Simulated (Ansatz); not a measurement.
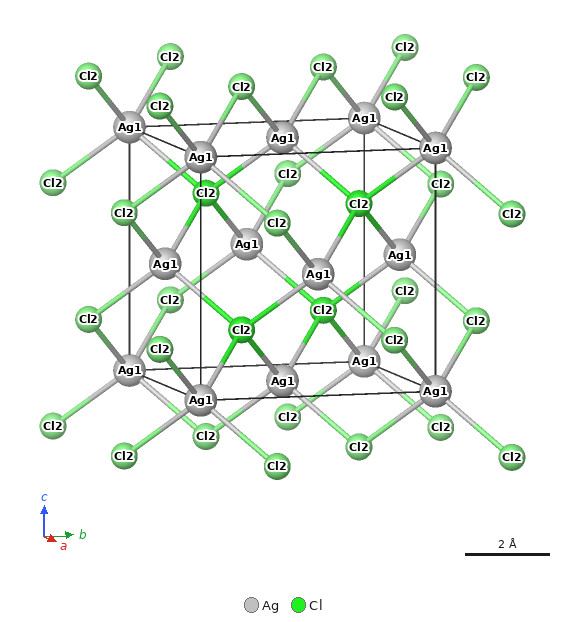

Figure 1. The structure (ball-and-stick view of the cell 4 times as large as that of the calculation, set on its symmetry axes, seen slightly off an axis; neighbours outside the cell are drawn fainter; atoms are numbered from 1 in the order of the input). An atom can appear more than once, as a periodic image. Near neighbours in the periodic cell (some may lie outside the picture): Ag has 4 Cl at 2.55 Å; Cl has 4 Ag at 2.55 Å.

Phonon calculation of AgCl

System: AgCl (F-43m, 2 atoms in the cell).
Method: DFT, PBEsol, plane waves, PAW, no spin polarisation (Ansatz 0.2.0).

The structure was built on a prototype by a generator. The geometry comes from this level: PBEsol. Figures and captions count atoms from 1; the log counts them from 0 in places.

## Input
```yaml
crystal:
  lattice:
    - [0.0, 2.9433595913, 2.9433595913]
    - [2.9433595913, 0.0, 2.9433595913]
    - [2.9433595913, 2.9433595913, 0.0]
  atoms:
    - { symbol: Ag, position: [0.0, 0.0, 0.0] }
    - { symbol: Cl, position: [0.25, 0.25, 0.25] }
kpoints:
  mp_grid: { grid: [6, 6, 6] }
hamiltonian:
  xc: pbesol
scf:
  occupations: { method: fixed }
phonons:
  method: dfpt
  dielectric: true
  qpoints: [[0, 0, 0]]
  rigid_motions: translations
```

Hardware: 2 threads of Arm Neoverse V1, 24 GiB of memory available, shared host.

Command:
```bash
ansatz run input.yaml --threads 2 --pin off --max-ram 2211MiB --backend cpu --events-out ev --progress --plain --runs-dir out
```

## Output
```
Engine: ansatz 0.2.0, aarch64-unknown-linux-gnu
Pseudopotentials: kind: paw
Pseudopotential: Ag, paw, valence charge 19, recommended cutoff 420 eV (normal), Ag.paw.azcp
Pseudopotential: Cl, paw, valence charge 7, recommended cutoff 420 eV (normal), Cl.paw.azcp
Functional definition: PBEsol
  exchange = pbesol_x
  correlation = pbesol_c
Crystal: 2 atoms, lattice volume = 50.999 Å³
Basis set: ecut = 420 eV, 965 PW (Γ), exchange–correlation on 60×60×60 points (8 copies of the dense FFT grid, shifted against one another)
Bands: 17, of which v1, the nominal top of the filled ones, is band 13 counted from 1 (12 counted from 0)
Symmetry: 24 space group operations
k-points: 46 of 216 (irreducible under 4 space group operations, time reversal used)
Non-local potential: Ag, projectors of the file, l = 0: 3, l = 1: 2, l = 2: 2, l = 3: 1
Non-local potential: Cl, projectors of the file, l = 0: 2, l = 1: 2, l = 2: 2
PAW form: soft (Blöchl's): semilocal exchange-correlation on the pseudo side does not see the compensation charge
PAW frozen core: Ag, regenerated for the run's functional, and the local potential with it (the file was generated under x = pbe(κ = 0.804, μ = 0.2195149727645171), c = pbe(β = 0.06672455060314922))
PAW frozen core: Cl, regenerated for the run's functional, and the local potential with it (the file was generated under x = pbe(κ = 0.804, μ = 0.2195149727645171), c = pbe(β = 0.06672455060314922))
PAW one-centre angular grid: Ag, 590 points (default); XC on 64 Gauss nodes
PAW one-centre angular grid: Cl, 110 points (default); XC on 64 Gauss nodes
Initial density: superposition of atomic densities (neutral atoms: chi_scale 0, normalization atom), corrected by the library's trained network
Initial wavefunctions: pseudopotential atomic-orbital guess
Functional: x = pbesol(κ = 0.804, μ = 0.12345679012345678), c = pbesol(β = 0.046)
SCF iter   1: F=—  HF=-8583.776118 eV  |F-HF|=—  |Δ(HF+E_count)|=         —  Δρ=6.27e-3  dr2=2.26e-2  ethr=1.77e-3  ⟨swp⟩=5.6  Hψ=3519  notcnv=0  defer=87
preconditioner: auto → none  [insulator: Δε(μ)=0.947 eV  Ē_g=10.722 eV  n_scr=14 (ndim 8)  ℏωp=22.1 eV  f_vac=0.193  ε∞_Penn≈5.2]
SCF iter   2: F=—  HF=-8583.769894 eV  |F-HF|=—  |Δ(HF+E_count)|=   6.22e-3  Δρ=1.99e-3  dr2=1.08e-3  ethr=8.69e-5  ⟨swp⟩=2.0  Hψ=1610  notcnv=0  defer=90
SCF iter   3: F=—  HF=-8583.769690 eV  |F-HF|=—  |Δ(HF+E_count)|=   2.04e-4  Δρ=7.34e-4  dr2=1.59e-4  ethr=4.16e-6  ⟨swp⟩=2.3  Hψ=1333  notcnv=0  defer=90
SCF iter   4: F=—  HF=-8583.769720 eV  |F-HF|=—  |Δ(HF+E_count)|=   3.01e-5  Δρ=3.33e-4  dr2=3.42e-5  ethr=6.10e-7  ⟨swp⟩=2.0  Hψ=1235  notcnv=0  defer=79
SCF iter   5: F=—  HF=-8583.769731 eV  |F-HF|=—  |Δ(HF+E_count)|=   1.10e-5  Δρ=2.57e-5  dr2=2.97e-7  ethr=1.32e-7  ⟨swp⟩=2.0  Hψ=1198  notcnv=0  defer=38
SCF iter   6: F=—  HF=-8583.769744 eV  |F-HF|=—  |Δ(HF+E_count)|=   1.33e-5  Δρ=4.95e-6  dr2=8.53e-9  ethr=1.14e-9  ⟨swp⟩=2.0  Hψ=1284  notcnv=0
SCF iter   7: F=-8583.769745 eV  HF=-8583.769745 eV  |F-HF|=6.55e-11  |Δ(HF+E_count)|=   2.10e-8  Δρ=6.13e-7  dr2=7.65e-11  ethr=1.00e-12  ⟨swp⟩=6.8  Hψ=5141  notcnv=0
SCF 1 converged in 7 iterations: F = -8583.769745 eV  dr2 = 7.65e-11
  greatest PAW one-centre occupation: 1.001 electrons in one spin orbital (limit 2), on the Ag atom at site 0 (counted from 0), in its partial waves of l = 0
NSCF: frozen V_eff on 2 k-points
DFPT response loops at Γ: preconditioner auto → none (the input reference at scf.mixing.eps_inf says where Resta's filter doesn't serve); β = 0.50; Broyden in place of MSR1
── the response to a field inside a basis, on 6×6×6 k-points: an SCF that follows is theirs, and a resumed run solves both again ──
Bands: 14, of which v1, the nominal top of the filled ones, is band 13 counted from 1 (12 counted from 0)
k-points: 28 of 216 (irreducible under 6 space group operations, time reversal used)
Initial density: handed on by an earlier stage of this run
Initial wavefunctions: pseudopotential atomic-orbital guess (no wavefunctions were taken with the density)
Eigensolver: Dense (28 Hₖ)
SCF iter   1: F=—  HF=-8583.767147 eV  |F-HF|=—  |Δ(HF+E_count)|=         —  Δρ=2.72e-4  dr2=5.43e-6  ethr=1.00e-1
preconditioner: auto → none  [insulator: Δε(μ)=1.360 eV  Ē_g=8.112 eV  n_scr=14 (ndim 8)  ℏωp=22.1 eV  f_vac=0.184  ε∞_Penn≈8.4]
SCF iter   2: F=—  HF=-8583.767151 eV  |F-HF|=—  |Δ(HF+E_count)|=   4.24e-6  Δρ=1.35e-4  dr2=1.89e-6  ethr=2.09e-8
SCF iter   3: F=—  HF=-8583.767152 eV  |F-HF|=—  |Δ(HF+E_count)|=   1.55e-6  Δρ=5.79e-5  dr2=3.63e-7  ethr=7.26e-9
SCF iter   4: F=-8583.767153 eV  HF=-8583.767153 eV  |F-HF|=3.12e-8  |Δ(HF+E_count)|=   2.93e-7  Δρ=1.05e-5  dr2=4.90e-8  ethr=1.40e-9
SCF 1 converged in 4 iterations: F = -8583.767153 eV  dr2 = 4.90e-8
DFPT response loops at Γ: mixed as the last ones told, above
WARN: field response: ε∞ stands inside a basis, on 6×6×6 points; the force constants stand on the 6×6×6 k-mesh, whose period is 13.65 times the interband length at k = (0.0000, 0.0000, 0.0000), direct gap 1.036 eV, under 14: take them and everything formed from them as unconverged, and compare with a denser kpoints.mp_grid
SCF converged after 7 iterations
Free energy (F): -8583.769745 eV
Harris-Foulkes:  -8583.769745 eV  (|F-HF|=6.55e-11)
Internal energy: -8583.769745 eV  (E = F + TS)
E sigma→0 (E₀):  -8583.769745 eV
Fermi energy:    5.767224 eV
--- Per-component energies (eV) ---
  E_band       = -421.200545
  E_kinetic    = 688.881105
  E_local      = -3663.288046  (includes V_loc(G=0)·N_el)
  E_nonlocal   = 115.087933
  E_hartree    = 1602.052578
  E_xc         = -287.341846
  E_vxc        = -352.655637  (∫ρ·V_xc dr)
  E_paw        = -4479.561584  (= ΣΔE_a)
  E_vpaw       = -413.331600  (= ΣTr[D̂ρ^β])
  E_aug_tail   = 0.000384  (compensation charges beyond the density's cutoff)
  E_ewald      = -2560.001440
  E_core_change = 0.401171  (= ΣΔE_core)
  E_smearing   = -0.000000  (= −TS)
  E_closure    = -0.000000  (closes the sum)
  Σ components = -8583.769745   (vs F -8583.769745, Δ=0.00e0)
--- Band table (eV; the first three rows and the last of 46) ---
  k-point 0: bands = ["-83.9288", "-47.4862", "-47.4862", "-47.4862", "-9.3779", "1.3123", "1.3123", "1.3123", "3.4262", "3.4262", "5.7672", "5.7672", "5.7672", "6.8035", "13.6188", "13.6188", "13.6188"]
  k-point 1: bands = ["-83.9288", "-47.4865", "-47.4862", "-47.4862", "-9.3249", "1.2322", "1.3676", "1.3676", "3.4193", "3.4193", "5.0695", "5.6247", "5.6247", "7.6731", "12.9147", "13.8622", "13.8622"]
  k-point 2: bands = ["-83.9288", "-47.4872", "-47.4863", "-47.4863", "-9.2172", "1.1721", "1.4724", "1.4724", "3.4513", "3.4513", "4.0900", "5.3087", "5.3087", "8.9043", "12.3025", "14.0556", "14.0556"]
  k-point 45: bands = ["-83.9288", "-47.4873", "-47.4869", "-47.4866", "-9.1109", "1.3334", "1.4544", "1.7727", "3.3357", "3.5104", "3.7655", "4.2565", "4.7783", "10.8910", "11.9056", "13.1553", "14.7733"]
--- Phonons (Γ-DFPT): 2 representative perturbations + reference, on 46 of 216 k-points (Σ response iterations 6) ---
  k mesh reduced under 4 symmetry operations, with k and −k counted as one. Each operation leaves every solved perturbation unchanged. A smaller set is not considered because the run solves the response to a homogeneous field
  ASR residual: 3.959e-4 → 0.000e0 eV/Å²; symmetrization residual: 6.574e-6 eV/Å²
  ASR residual per site (eV/Å²): 5.34e-5 3.96e-4
  Γ frequencies (cm⁻¹): 0.00 0.00 0.00 142.35 142.35 142.35
  ε∞ (high-frequency dielectric tensor):
        4.226932     0.000000     0.000000
        0.000000     4.226932     0.000000
        0.000000     0.000000     4.226932
  ε⁰ (static dielectric tensor: ions relaxed, cell fixed):
        6.945113    -0.000000    -0.000000
       -0.000000     6.945113     0.000000
       -0.000000     0.000000     6.945113
  ε⁰ − ε∞ (ionic part):
        2.718181    -0.000000    -0.000000
       -0.000000     2.718181     0.000000
       -0.000000     0.000000     2.718181
  softest optical mode at Γ: 142.35 cm⁻¹; the repairs (sum rule, projections) moved no ω² at Γ by more than (1.83 cm⁻¹)²
  Born effective charges Z* (e; rows j = field, columns β = displacement):
    site 0:
         1.23419    0.00000   -0.00000
        -0.00000    1.23419    0.00000
        -0.00000    0.00000    1.23419
    site 1:
        -1.23419   -0.00000    0.00000
         0.00000   -1.23419   -0.00000
         0.00000   -0.00000   -1.23419
  Z* charge neutrality: 4.558e-4 e pre-enforcement
  solved inside a basis spanned on kpoints, on 6×6×6 k-points, its susceptibility summed on 10×10×10: ε∞ is read to err by 1.1e-2, Z* by 2.0e-2 e (field_mesh: kpoints solves on kpoints); Z* is corrected for what the basis lacks
  optical modes at Γ without the LO–TO term, one row a degenerate level:
      ω (cm⁻¹)  modes    IR ((D/Å)²/amu)
        142.35      3             3.9513
  optical modes at Γ + LO–TO along q̂ = [1.0000, 0.0000, 0.0000]:
      ω (cm⁻¹)  modes    IR ((D/Å)²/amu)
        142.35      2             2.6342
        182.47      1             1.3171
  optical modes at Γ + LO–TO along q̂ = [0.0000, 1.0000, 0.0000]:
      ω (cm⁻¹)  modes    IR ((D/Å)²/amu)
        142.35      2             2.6342
        182.47      1             1.3171
  optical modes at Γ + LO–TO along q̂ = [0.0000, 0.0000, 1.0000]:
      ω (cm⁻¹)  modes    IR ((D/Å)²/amu)
        142.35      2             2.6342
        182.47      1             1.3171
--- Phonons (arbitrary-q DFPT): 1 explicit q-point ---
  q = [0, 0, 0] (of the zone-centre solve; hermiticity 6.61e-6, symmetrization 7.71e-13): 0.00 0.00 0.00 142.35 142.35 142.35
  sum rule: each row above includes the acoustic sum rule's correction from the zone centre's row sums; it moved no ω² by more than (1.74 cm⁻¹)²
```

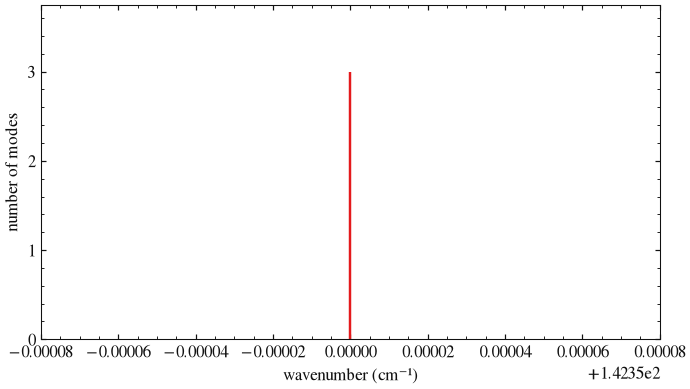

Figure 2. Optical phonons at the zone centre (no LO–TO term); neighbouring modes closer than 3 cm⁻¹ are counted in one stick. 3 modes from 142 to 142 cm⁻¹, none imaginary.

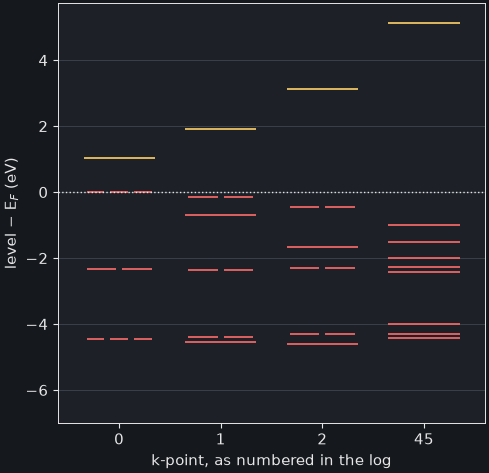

Figure 3. Kohn–Sham levels near the Fermi level (dotted) at the few k-points that the log prints; levels within 0.02 eV of each other stand side by side. Among these points the highest filled and lowest empty levels are 1.04 eV apart, which is the gap on the mesh.

## Summary

| quantity | value |
| --- | --- |
| outcome | converged |
| space group (tolerance 0.01 Å) | F-43m (216) |
| electrons treated | 26 |
| free energy | −8583.7697 eV |
| Fermi energy | 5.767 eV |
| gap on the k-point mesh | 1.04 eV |
| ε∞ (xx, yy, zz) | 4.23, 4.23, 4.23 |
| Born charges (mean of the diagonal) | Ag1 (1.23 e); Cl2 (−1.23 e) |
| wall time | 22 s (CPU time 43 s) |
| peak memory | 0.47 GiB |

## Notes

The program warns: the k-point mesh is coarse for the field response.
